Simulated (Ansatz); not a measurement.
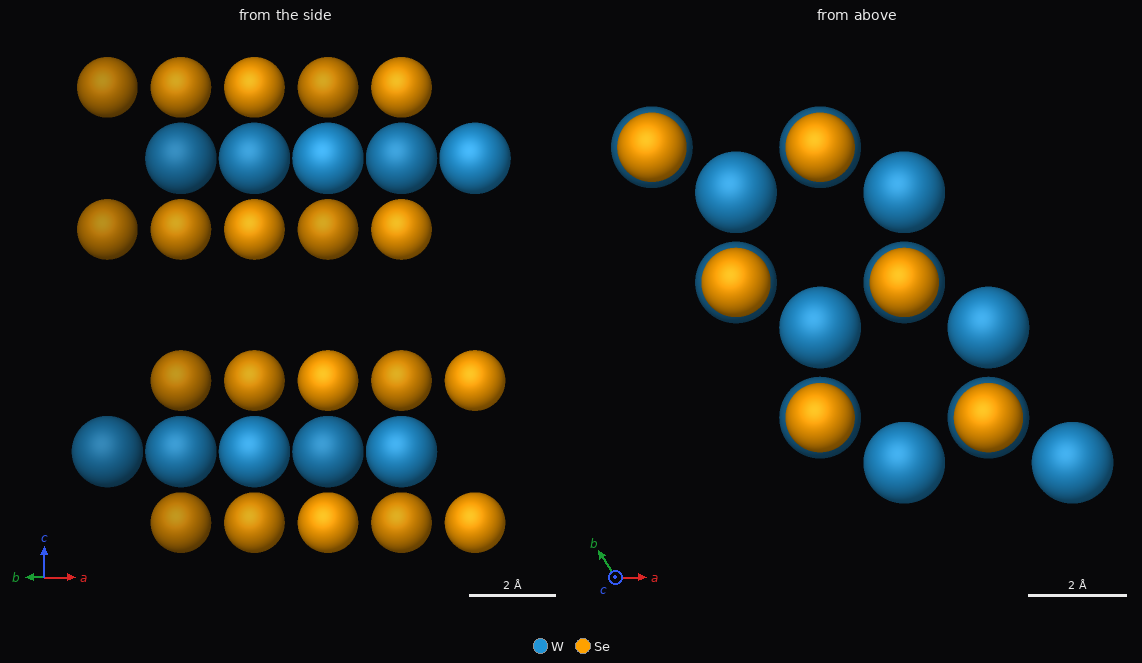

A spheres-only picture of a periodic slab, seen from the side and from above. The surface normal points up in side views; the vacuum is left out. 2×3 cells are drawn in the plane, with atoms at the edges repeated.

The cell holds 2 W, 4 Se.

Give the termination of both faces.

The top face ends in Se, the bottom face in Se. The two faces are alike.

How far does the slab extend along the normal?

About 10 Å from the lowest to the highest atom.

What is the stacking of atomic planes, top to bottom?

Six planes: Se / W / Se / Se / W / Se.

Starting structure: a structure listed in the Materials Project. The cell was then strained or its atoms displaced on purpose. A calculation with Ansatz used it as input.
